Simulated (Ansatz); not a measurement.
# Ru: geometry relaxation (part 2 of 2)

Continued. System: Ru (slab, 16 atoms in the cell). Method: DFT PBE+D3(BJ), scalar-relativistic, plane waves, PAW, no spin polarisation (Ansatz 0.2.0); cutoff 420 eV, 4×4×1 k-mesh, Gaussian smearing of 0.1 eV. The structure derives from an entry of the Crystallography Open Database. The input holds or restrains some coordinates. Forces given for the steps count only the free coordinates. It belongs to a series of runs on one base structure; here: clean slab, lower planes held.

Geometry of the input (Å; fractional positions):
```
5.3952  0.0000  0.0000
-2.6976  4.6724  0.0000
0.0000  0.0000  22.3987
Ru 0.3333  0.1667  0.3572
Ru 0.3333  0.6667  0.3572
Ru 0.8333  0.1667  0.3572
Ru 0.8333  0.6667  0.3572
Ru 0.1667  0.3333  0.4524
Ru 0.1667  0.8333  0.4524
Ru 0.6667  0.3333  0.4524
Ru 0.6667  0.8333  0.4524
Ru 0.3333  0.1667  0.5476
Ru 0.3333  0.6667  0.5476
Ru 0.8333  0.1667  0.5476
Ru 0.8333  0.6667  0.5476
Ru 0.1667  0.3333  0.6428
Ru 0.1667  0.8333  0.6428
Ru 0.6667  0.3333  0.6428
Ru 0.6667  0.8333  0.6428
```

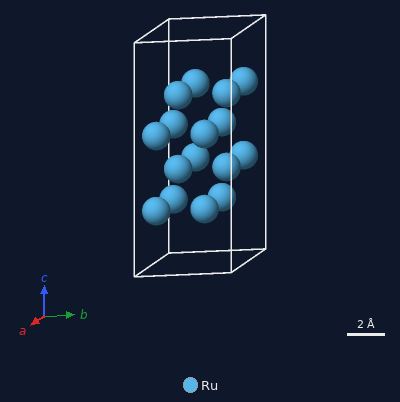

Fig. 1: The geometry at step 3 of the log (spheres-only view of the cell of the calculation, with the vacuum cut short, seen slightly off an axis).

**The program's output, continued**
```
--- Forces (eV/Å), atoms counted from 1 ---
  atom   1  Ru     0.00000000    -0.00000000     0.61063405
  atom   2  Ru     0.00000000    -0.00000000     0.61063405
  atom   3  Ru     0.00000000    -0.00000000     0.61063405
  atom   4  Ru     0.00000000    -0.00000000     0.61063405
  atom   5  Ru    -0.00000000     0.00000000    -0.60506824
  atom   6  Ru    -0.00000000     0.00000000    -0.60506824
  atom   7  Ru    -0.00000000     0.00000000    -0.60506824
  atom   8  Ru    -0.00000000     0.00000000    -0.60506824
  atom   9  Ru     0.00000000    -0.00000000    -0.01234913
  atom  10  Ru     0.00000000    -0.00000000    -0.01234913
  atom  11  Ru    -0.00000000    -0.00000000    -0.01234913
  atom  12  Ru     0.00000000    -0.00000000    -0.01234913
  atom  13  Ru    -0.00000000     0.00000000     0.00682963
  atom  14  Ru     0.00000000     0.00000000     0.00682963
  atom  15  Ru     0.00000000     0.00000000     0.00682963
  atom  16  Ru     0.00000000     0.00000000     0.00682963
  max |Σ_I F_I| component: 1.85e-4 eV/Å
--- Band table (eV) ---
  k-point 0: bands = ["-67.2131", "-67.0909", "-67.0719", "-67.0719", "-67.0719", "-66.9973", "-66.9973", "-66.9973", "-66.6895", "-66.6318", "-66.5883", "-66.5883", "-66.5883", "-66.5277", "-66.5277", "-66.5277", "-37.6134", "-37.6134", "-37.6134", "-37.5784", "-37.5284", "-37.5284", "-37.5284", "-37.2267", "-37.2267", "-37.2267", "-37.1282", "-37.1227", "-37.1227", "-37.1227", "-36.9778", "-36.9778", "-36.9778", "-36.8659", "-36.8659", "-36.8659", "-36.8233", "-36.8233", "-36.8233", "-36.7647", "-36.7647", "-36.7524", "-36.7524", "-36.7524", "-36.6557", "-36.6557", "-36.5958", "-36.5745", "-36.5745", "-36.5745", "-36.5129", "-36.5129", "-36.5129", "-36.4579", "-36.4077", "-36.4077", "-36.4077", "-36.3531", "-36.3531", "-36.3531", "-36.2377", "-36.2377", "-36.1799", "-36.1799", "-1.5263", "-0.3382", "-0.1314", "-0.1314", "-0.1314", "-0.0346", "-0.0346", "-0.0346", "0.0663", "0.1263", "0.1263", "0.1263", "0.4072", "0.9449", "0.9449", "0.9449", "1.3809", "1.3809", "1.3809", "1.4736", "1.4736", "1.4736", "2.1971", "2.1971", "2.1971", "3.1525", "3.1525", "3.2909", "3.2909", "3.2909", "3.3419", "3.3419", "3.3972", "3.4131", "3.4131", "3.4131", "3.4975", "3.9316", "3.9316", "4.0731", "4.0731", "4.2553", "4.5196", "4.5196", "4.5196", "4.6554", "4.6554", "4.6554", "5.0298", "5.0298", "5.0298", "5.2092", "5.2092", "6.1150", "6.2069", "6.2069", "6.2121", "6.2121", "6.2121", "6.2287", "6.2287", "6.2287", "7.0473", "7.0473", "7.1187", "7.1187", "7.1187", "7.1902", "7.2428", "7.2428", "7.4575", "7.4575", "7.4575", "7.4820", "7.4820", "7.4820", "7.6842", "7.6842", "7.6842", "8.0982", "8.0982", "8.0982", "8.1532", "8.1532", "8.1532", "8.4959", "8.4959", "8.4959", "9.3340", "9.3340"]
  k-point 1: bands = ["-67.1933", "-67.0938", "-67.0766", "-67.0720", "-67.0720", "-67.0102", "-66.9973", "-66.9973", "-66.6748", "-66.6167", "-66.6032", "-66.5883", "-66.5883", "-66.5431", "-66.5277", "-66.5277", "-37.5531", "-37.5531", "-37.5384", "-37.5098", "-37.4777", "-37.4777", "-37.4536", "-37.2295", "-37.2130", "-37.2130", "-37.1394", "-37.1080", "-37.1080", "-37.0555", "-37.0161", "-37.0161", "-36.9476", "-36.9108", "-36.9108", "-36.8616", "-36.8167", "-36.8167", "-36.8053", "-36.7985", "-36.7971", "-36.7958", "-36.7323", "-36.7323", "-36.7174", "-36.6799", "-36.5671", "-36.5671", "-36.5549", "-36.5534", "-36.5059", "-36.5059", "-36.5050", "-36.4782", "-36.4629", "-36.4629", "-36.4106", "-36.4106", "-36.3831", "-36.3393", "-36.3281", "-36.2853", "-36.2629", "-36.2056", "-0.9853", "0.0470", "0.1566", "0.2333", "0.2718", "0.2718", "0.3292", "0.3292", "0.4608", "0.5094", "0.5305", "0.5305", "0.9278", "1.1440", "1.3719", "1.3719", "1.5866", "1.6166", "1.6166", "1.7079", "1.7292", "1.7292", "2.3211", "2.4075", "2.4075", "2.6295", "2.8449", "2.9779", "2.9809", "2.9809", "3.3760", "3.4456", "3.4523", "3.4523", "3.5525", "3.5763", "3.6666", "3.6733", "3.9133", "3.9133", "4.0384", "4.2061", "4.2437", "4.2868", "4.3852", "4.3852", "4.4252", "4.4441", "4.5650", "4.7965", "4.7965", "4.8051", "5.1667", "5.2927", "5.3150", "5.3150", "5.4736", "5.6916", "5.6916", "5.7468", "6.0059", "6.0908", "6.0908", "6.0959", "6.4701", "6.6669", "6.7013", "6.7013", "6.7735", "6.8041", "6.8617", "6.8617", "7.0337", "7.1347", "7.2293", "7.2293", "7.2295", "7.2651", "7.3755", "7.3854", "7.5043", "7.5043", "7.7637", "7.7637", "7.7804", "8.2469", "9.0146", "9.5263", "9.7524", "9.7524"]
  k-point 2: bands = ["-67.1445", "-67.1445", "-67.0721", "-67.0721", "-67.0427", "-67.0427", "-66.9973", "-66.9973", "-66.6391", "-66.6391", "-66.5883", "-66.5883", "-66.5800", "-66.5800", "-66.5277", "-66.5277", "-37.4635", "-37.4635", "-37.4472", "-37.4472", "-37.4172", "-37.4172", "-37.2752", "-37.2752", "-37.2431", "-37.2431", "-37.0905", "-37.0905", "-37.0880", "-37.0880", "-37.0255", "-37.0255", "-37.0019", "-37.0019", "-36.9536", "-36.9536", "-36.8734", "-36.8734", "-36.7658", "-36.7658", "-36.7389", "-36.7389", "-36.6928", "-36.6928", "-36.6174", "-36.6174", "-36.5715", "-36.5715", "-36.5614", "-36.5614", "-36.5320", "-36.5320", "-36.5211", "-36.5211", "-36.5064", "-36.5064", "-36.4793", "-36.4793", "-36.4610", "-36.4610", "-36.3233", "-36.3233", "-36.2672", "-36.2672", "0.0574", "0.0574", "0.6930", "0.6930", "0.7324", "0.7324", "0.9330", "0.9330", "0.9614", "0.9614", "1.3770", "1.3770", "1.5224", "1.5224", "1.5428", "1.5428", "1.8118", "1.8118", "1.8847", "1.8847", "2.1801", "2.1801", "2.3322", "2.3322", "2.4882", "2.4882", "2.6276", "2.6276", "2.8916", "2.8916", "3.1841", "3.1841", "3.2270", "3.2270", "3.4860", "3.4860", "3.7985", "3.7985", "3.9260", "3.9260", "3.9892", "3.9892", "4.0497", "4.0497", "4.1362", "4.1362", "4.1811", "4.1811", "4.2813", "4.2813", "4.3686", "4.3686", "4.3892", "4.3892", "4.4112", "4.4112", "5.0220", "5.0220", "5.3424", "5.3424", "5.4438", "5.4438", "5.4723", "5.4723", "5.9797", "5.9797", "6.0500", "6.0500", "6.0911", "6.0911", "6.2143", "6.2143", "6.4000", "6.4000", "7.0033", "7.0033", "7.0343", "7.0343", "7.5763", "7.5763", "7.5905", "7.5905", "7.6505", "7.6505", "7.7459", "7.7459", "9.8705", "9.8705", "10.0594", "10.0594"]
  k-point 3: bands = ["-67.1590", "-67.1089", "-67.1089", "-67.0564", "-67.0525", "-67.0195", "-67.0195", "-66.9885", "-66.6496", "-66.6138", "-66.6138", "-66.5907", "-66.5778", "-66.5539", "-66.5539", "-66.5168", "-37.4762", "-37.4711", "-37.4127", "-37.4120", "-37.4120", "-37.3908", "-37.3908", "-37.2738", "-37.2088", "-37.2068", "-37.2068", "-37.1422", "-37.0698", "-37.0294", "-37.0198", "-37.0023", "-37.0023", "-36.9557", "-36.9557", "-36.9162", "-36.8574", "-36.8432", "-36.8432", "-36.7655", "-36.7444", "-36.7268", "-36.7120", "-36.7120", "-36.6520", "-36.6520", "-36.6088", "-36.5734", "-36.5632", "-36.5528", "-36.5353", "-36.5353", "-36.5179", "-36.5028", "-36.4954", "-36.4954", "-36.4814", "-36.4231", "-36.4035", "-36.4035", "-36.3492", "-36.3492", "-36.3185", "-36.2621", "-0.0920", "0.5606", "0.5606", "0.5883", "0.7969", "0.7969", "0.8945", "1.0181", "1.0471", "1.0555", "1.0555", "1.3697", "1.4448", "1.4448", "1.6246", "1.7545", "1.9124", "1.9247", "1.9247", "1.9435", "2.0088", "2.0088", "2.0955", "2.2211", "2.5365", "2.5365", "2.5457", "2.6189", "3.0294", "3.0294", "3.0542", "3.0811", "3.0978", "3.2616", "3.2616", "3.2710", "3.3858", "3.6366", "3.6366", "3.7747", "3.8306", "3.8450", "3.9831", "3.9831", "4.0766", "4.2386", "4.2386", "4.2896", "4.3612", "4.3654", "4.3654", "4.4138", "4.4986", "4.5977", "4.5977", "4.8118", "5.0007", "5.0987", "5.3497", "5.4929", "5.4929", "5.5300", "5.5410", "5.8101", "5.8101", "5.9180", "6.1450", "6.1450", "6.3291", "6.6788", "6.7007", "6.7007", "6.7230", "6.7784", "6.8787", "7.1079", "7.1079", "7.2328", "7.2634", "7.2634", "7.4624", "7.4791", "7.5430", "7.6312", "7.6312", "8.0827", "8.0827", "8.8424", "8.8424", "9.4693"]
--- Relaxed structure (4 steps of the walk, 4 accepted, 0 SCFs on fresh bases) ---
  F+E_penalty+E_count = -94058.01992887 eV   max|allowed force component| = 1.235e-2 eV/Å
  atoms:
    - { symbol: Ru, position: [0.33333333333333337, 0.16666666666666663, 0.3571631549] }
    - { symbol: Ru, position: [0.33333333333333337, 0.6666666666666666, 0.3571631549] }
    - { symbol: Ru, position: [0.8333333333333333, 0.16666666666666663, 0.3571631549] }
    - { symbol: Ru, position: [0.8333333333333333, 0.6666666666666666, 0.3571631549] }
    - { symbol: Ru, position: [0.16666666666666666, 0.33333333333333337, 0.4523877183] }
    - { symbol: Ru, position: [0.16666666666666663, 0.8333333333333334, 0.4523877183] }
    - { symbol: Ru, position: [0.6666666666666665, 0.33333333333333337, 0.4523877183] }
    - { symbol: Ru, position: [0.6666666666666666, 0.8333333333333334, 0.4523877183] }
    - { symbol: Ru, position: [0.33333333333333337, 0.16666666666666663, 0.5482486488220037] }
    - { symbol: Ru, position: [0.33333333333333337, 0.6666666666666666, 0.5482486488220037] }
    - { symbol: Ru, position: [0.8333333333333333, 0.16666666666666663, 0.5482486488220037] }
    - { symbol: Ru, position: [0.8333333333333333, 0.6666666666666666, 0.5482486488220037] }
    - { symbol: Ru, position: [0.16666666666666666, 0.33333333333333337, 0.6405127181111192] }
    - { symbol: Ru, position: [0.16666666666666663, 0.8333333333333334, 0.6405127181111192] }
    - { symbol: Ru, position: [0.6666666666666665, 0.33333333333333337, 0.6405127181111192] }
    - { symbol: Ru, position: [0.6666666666666666, 0.8333333333333334, 0.6405127181111192] }
```

**Trajectory as extended XYZ (Å, eV, eV/Å), 4 frames, from step=1 to step=4**
```
16
Lattice="5.3952 0.0000 0.0000 -2.6976 4.6724 0.0000 0.0000 0.0000 22.3987" Properties=species:S:1:pos:R:3:forces:R:3 step=1 energy=-94057.93698
Ru    1.3488    0.7787    8.0000    0.0000   0.0000   0.5968
Ru    0.0000    3.1149    8.0000    0.0000   0.0000   0.5968
Ru    4.0464    0.7787    8.0000    0.0000   0.0000   0.5968
Ru    2.6976    3.1149    8.0000    0.0000   0.0000   0.5968
Ru    0.0000    1.5575   10.1329    0.0000   0.0000  -0.6291
Ru   -1.3488    3.8936   10.1329    0.0000   0.0000  -0.6291
Ru    2.6976    1.5575   10.1329    0.0000   0.0000  -0.6291
Ru    1.3488    3.8936   10.1329    0.0000   0.0000  -0.6291
Ru    1.3488    0.7787   12.2658    0.0000   0.0000   0.6291
Ru    0.0000    3.1149   12.2658    0.0000   0.0000   0.6291
Ru    4.0464    0.7787   12.2658    0.0000   0.0000   0.6291
Ru    2.6976    3.1149   12.2658    0.0000   0.0000   0.6291
Ru    0.0000    1.5575   14.3987    0.0000   0.0000  -0.5968
Ru   -1.3488    3.8936   14.3987    0.0000   0.0000  -0.5968
Ru    2.6976    1.5575   14.3987    0.0000   0.0000  -0.5968
Ru    1.3488    3.8936   14.3987    0.0000   0.0000  -0.5968
16
Lattice="5.3952 0.0000 0.0000 -2.6976 4.6724 0.0000 0.0000 0.0000 22.3987" Properties=species:S:1:pos:R:3:forces:R:3 step=2 energy=-94057.99730
Ru    1.3488    0.7787    8.0000    0.0000   0.0000   0.5967
Ru    0.0000    3.1149    8.0000    0.0000   0.0000   0.5967
Ru    4.0464    0.7787    8.0000    0.0000   0.0000   0.5967
Ru    2.6976    3.1149    8.0000    0.0000   0.0000   0.5967
Ru    0.0000    1.5575   10.1329    0.0000   0.0000  -0.6974
Ru   -1.3488    3.8936   10.1329    0.0000   0.0000  -0.6974
Ru    2.6976    1.5575   10.1329    0.0000   0.0000  -0.6974
Ru    1.3488    3.8936   10.1329    0.0000   0.0000  -0.6974
Ru    1.3488    0.7787   12.2724    0.0000   0.0000  -0.2561
Ru    0.0000    3.1149   12.2724    0.0000   0.0000  -0.2561
Ru    4.0464    0.7787   12.2724    0.0000   0.0000  -0.2561
Ru    2.6976    3.1149   12.2724    0.0000   0.0000  -0.2561
Ru    0.0000    1.5575   14.3094    0.0000   0.0000   0.3565
Ru   -1.3488    3.8936   14.3094    0.0000   0.0000   0.3565
Ru    2.6976    1.5575   14.3094    0.0000   0.0000   0.3565
Ru    1.3488    3.8936   14.3094    0.0000   0.0000   0.3565
16
Lattice="5.3952 0.0000 0.0000 -2.6976 4.6724 0.0000 0.0000 0.0000 22.3987" Properties=species:S:1:pos:R:3:forces:R:3 step=3 energy=-94058.01993
Ru    1.3488    0.7787    8.0000    0.0000   0.0000   0.6107
Ru    0.0000    3.1149    8.0000    0.0000   0.0000   0.6107
Ru    4.0464    0.7787    8.0000    0.0000   0.0000   0.6107
Ru    2.6976    3.1149    8.0000    0.0000   0.0000   0.6107
Ru    0.0000    1.5575   10.1329    0.0000   0.0000  -0.6052
Ru   -1.3488    3.8936   10.1329    0.0000   0.0000  -0.6052
Ru    2.6976    1.5575   10.1329    0.0000   0.0000  -0.6052
Ru    1.3488    3.8936   10.1329    0.0000   0.0000  -0.6052
Ru    1.3488    0.7787   12.2801    0.0000   0.0000  -0.0123
Ru    0.0000    3.1149   12.2801    0.0000   0.0000  -0.0123
Ru    4.0464    0.7787   12.2801    0.0000   0.0000  -0.0123
Ru    2.6976    3.1149   12.2801    0.0000   0.0000  -0.0123
Ru    0.0000    1.5575   14.3467    0.0000   0.0000   0.0072
Ru   -1.3488    3.8936   14.3467    0.0000   0.0000   0.0072
Ru    2.6976    1.5575   14.3467    0.0000   0.0000   0.0072
Ru    1.3488    3.8936   14.3467    0.0000   0.0000   0.0072
16
Lattice="5.3952 0.0000 0.0000 -2.6976 4.6724 0.0000 0.0000 0.0000 22.3987" Properties=species:S:1:pos:R:3:forces:R:3 step=4 energy=-94058.01993
Ru    1.3488    0.7787    8.0000    0.0000   0.0000   0.6106
Ru    0.0000    3.1149    8.0000    0.0000   0.0000   0.6106
Ru    4.0464    0.7787    8.0000    0.0000   0.0000   0.6106
Ru    2.6976    3.1149    8.0000    0.0000   0.0000   0.6106
Ru    0.0000    1.5575   10.1329    0.0000   0.0000  -0.6051
Ru   -1.3488    3.8936   10.1329    0.0000   0.0000  -0.6051
Ru    2.6976    1.5575   10.1329    0.0000   0.0000  -0.6051
Ru    1.3488    3.8936   10.1329    0.0000   0.0000  -0.6051
Ru    1.3488    0.7787   12.2801    0.0000   0.0000  -0.0123
Ru    0.0000    3.1149   12.2801    0.0000   0.0000  -0.0123
Ru    4.0464    0.7787   12.2801    0.0000   0.0000  -0.0123
Ru    2.6976    3.1149   12.2801    0.0000   0.0000  -0.0123
Ru    0.0000    1.5575   14.3467    0.0000   0.0000   0.0068
Ru   -1.3488    3.8936   14.3467    0.0000   0.0000   0.0068
Ru    2.6976    1.5575   14.3467    0.0000   0.0000   0.0068
Ru    1.3488    3.8936   14.3467    0.0000   0.0000   0.0068
```

**Key numbers**

```csv
quantity,value
outcome,converged under the restraints of the input
electrons treated,256
free energy,−94058.0199 eV
"work function, top face",4.97 eV
"work function, bottom face",5.00 eV
Fermi energy,6.061 eV
gap on the k-point mesh,none (metallic)
final volume,564.63 Å³
work function (upper face),4.97 eV
"largest force (length of the vector) at the end, held atoms and coordinates included",0.611 eV/Å
hardware,"8 threads of Intel Xeon @ 2.50GHz (Skylake/Cascade Lake), 32 GiB of memory available, shared host"
wall time,14 s (CPU time 1.7 min)
peak memory,1.6 GiB
```
